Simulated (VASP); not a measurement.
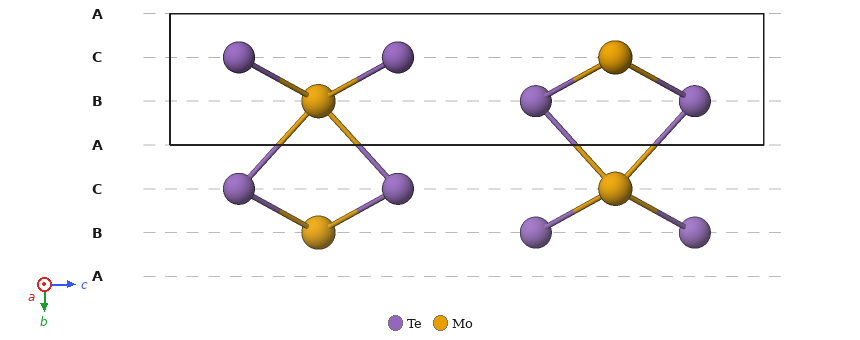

Projection along an edge of the hexagonal mesh, stacking direction c to the right. The dashed lines mark the three columns A (0, 0), B (1/3, 2/3) and C (2/3, 1/3). The sequence starts with the first layer at or above the cell's origin.

Te2Mo (space group P6_3/mmc, No. 194): the geometry relaxed with VASP Kohn-Sham DFT of a periodic cell, PBEsol with D4, VASP PAW PBE potentials, recommended (VASP).

Q: Give the sequence of layers in one repeat, with element and column.

A: Te(C) – Mo(B) – Te(C) – Te(B) – Mo(C) – Te(B) (six layers in 13.54 Å).

Q: How are the Te layers alone stacked?

A: Te layers alone: CCBB, a sequence in which some neighbouring layers lie directly above each other.

Q: Which positions between or in the Te layers do the other atoms fill?

A: Mo: two trigonal-prismatic sites, counted in one hexagonal cell. Two of the four gaps between Te layers are empty, 3.14 Å wide.

Q: What short polytype symbol fits?

A: Polytype symbol 2H, the symbol of a layered MX2 polytype (number of slabs in the repeat and lattice).

Heights of the layers:

```csv
layer,atoms (column),height (Å),to next (Å)
1,Te(C),1.57,1.81
2,Mo(B),3.39,1.81
3,Te(C),5.20,3.14
4,Te(B),8.34,1.81
5,Mo(C),10.16,1.81
6,Te(B),11.97,3.14
```
